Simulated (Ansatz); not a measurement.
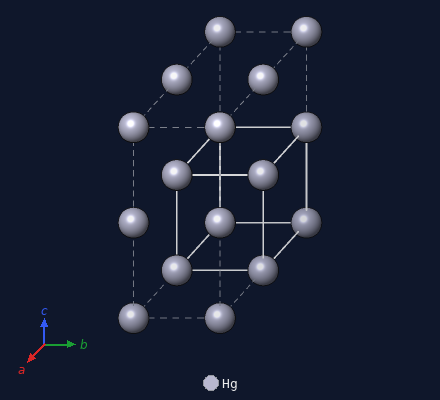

The structure, seen along [211]; the drawing may span several cells.

Given this structure, the input geometry of an electronic-structure calculation (not necessarily at equilibrium), written in its standard cell:

```cif
data_structure
_symmetry_space_group_name_H-M 'P 1'
_symmetry_Int_Tables_number 1
_cell_length_a 4.0657
_cell_length_b 4.0657
_cell_length_c 5.8232
_cell_angle_alpha 90.000
_cell_angle_beta 90.000
_cell_angle_gamma 120.000
_cell_volume 83.36
loop_
_atom_site_label
_atom_site_type_symbol
_atom_site_fract_x
_atom_site_fract_y
_atom_site_fract_z
_atom_site_occupancy
Hg1 Hg 0.00000 0.00000 0.00000 1
Hg2 Hg 0.66667 0.33333 0.33333 1
Hg3 Hg 0.33333 0.66667 0.66667 1
```

What does the kinematic electron diffraction pattern along [211] look like at 120 kV (B = 0.3 Å²)?

Answer. The spots form a centred rectangular net with both shortest vectors at d = 3.01 Å, 84.4° apart. They are 0 1 -1 and -1 1 1. The pattern has symmetry 2mm. No reflection of this zone is absent.

Strongest reflections with d > 0.93 Å, one of each family (|F|² from tabulated Gaussian fits of the electron scattering factors, times a small damping for the curvature of the Ewald sphere):

```json
{"hkl": "1 -1 -1", "d (Å)": "3.013", "I (strongest = 100)": "100"}
{"hkl": "1 0 -2", "d (Å)": "2.244", "I (strongest = 100)": "70"}
{"hkl": "1 -2 0", "d (Å)": "2.033", "I (strongest = 100)": "60"}
{"hkl": "2 -2 -2", "d (Å)": "1.507", "I (strongest = 100)": "35"}
{"hkl": "2 -1 -3", "d (Å)": "1.404", "I (strongest = 100)": "30"}
{"hkl": "2 -3 -1", "d (Å)": "1.297", "I (strongest = 100)": "25"}
```

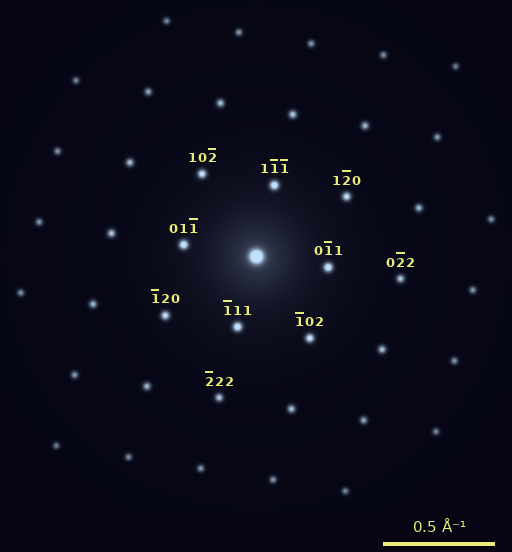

Calculated pattern, seen from the source side with [211] pointing towards the source.
